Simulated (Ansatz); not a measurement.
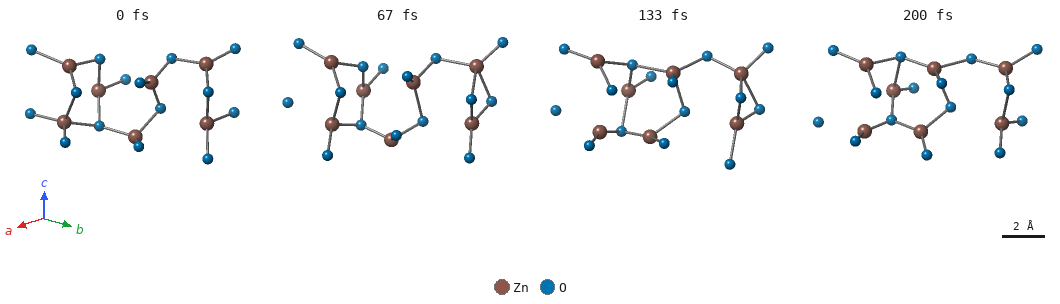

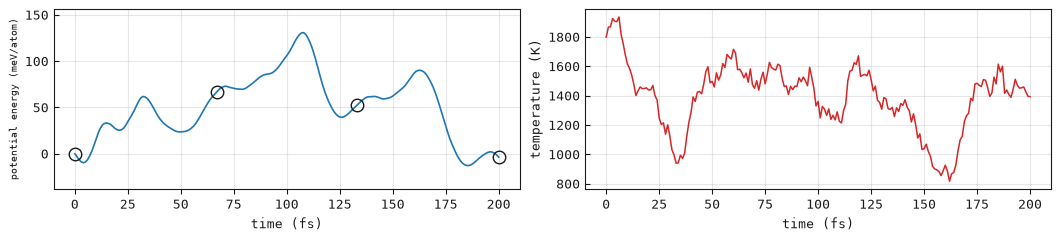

Molecular dynamics of a slab of ZnO(111) (12 atoms in the cell), 200 fs long. It starts from the last geometry of an earlier run, with fresh velocities. Frames and the history of the run. A ball-and-stick model of the simulation cell, with the vacuum cut short, seen from a free direction. Bonds to atoms that aren't drawn are left out.

Level of theory: Ansatz 0.2.0, DFT PBE, scalar-relativistic, plane waves, PAW. Settings: plane-wave cutoff 420 eV; k-point mesh 2 × 2 × 1; Fermi-Dirac smearing 0.05 eV; 1 atoms held fixed; Langevin thermostat (NVT); set temperature 1800 K; time step 1 fs; friction 0.005 per fs.

Question: What happens in this trajectory?

Answer: Root-mean-square distances from the starting positions over the second half, with the common drift of all atoms taken out: Zn 0.67 Å, O 0.48 Å. Against the typical shortest distance between atoms in the first frame, about 1.9 Å these are large excursions, but over 200 fs one can't yet tell strong vibration from the start of diffusion. The mean temperature in the second half is 1307 K (standard deviation 211 K). The potential energy in the second half lies on average 55.0 meV per atom above the first frame.

PAW datasets: the set soft_1.
